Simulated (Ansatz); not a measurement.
System: Rh, space group Fm-3m (No. 225).

Starting cell:
```
CELL_PARAMETERS angstrom
0.00000 1.90155 1.90155
1.90155 0.00000 1.90155
1.90155 1.90155 0.00000
ATOMIC_POSITIONS crystal
Rh 0.00000 0.00000 0.00000
```

How it was computed, with Ansatz 0.2.0: deformation of a crystal at fixed volume, lengths along the axis scaled against those across it, fractional coordinates fixed, by plane-wave density functional theory with PAW datasets, free energies less that of the undisturbed cell, pressure positive in compression; scalar-relativistic. Level: PBEsol, no spin polarisation.

- wave cutoff: 420 eV
- k mesh: 24×24×24
- occupations: Gaussian
- smearing width: 0.15 eV
- k shift: (0, 0, 0) (mesh steps)
- start: as given
- path: trigonal
- axis direction: (0.5774, 0.5774, 0.5774) (Cartesian unit vector)

What does the calculation give for the energy change and pressure against relative axial ratio? The relative axial ratio takes the values 0.50, 0.71, 1.00, 1.41, 2.00.

The energy change is 1073 meV/atom at relative axial ratio 0.50 and 5040 meV/atom at 2.00; the lowest computed point is at relative axial ratio 1.00 (0 meV/atom), and no other minimum shows among the points. The pressure goes from 37 GPa at relative axial ratio 0.50 to 190 GPa at 2.00, not monotonically, with a low of −5 GPa at 1.00, and changes sign near 0.95 and 1.05.

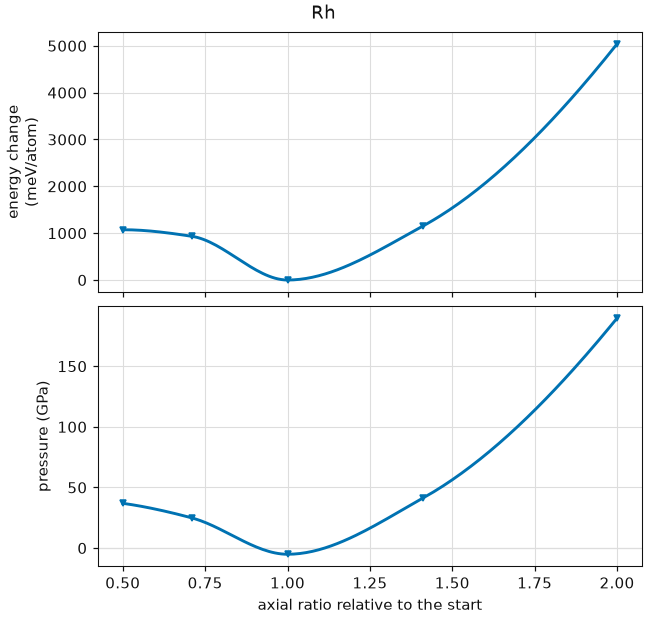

Keep in mind: reference crystal is not relaxed.
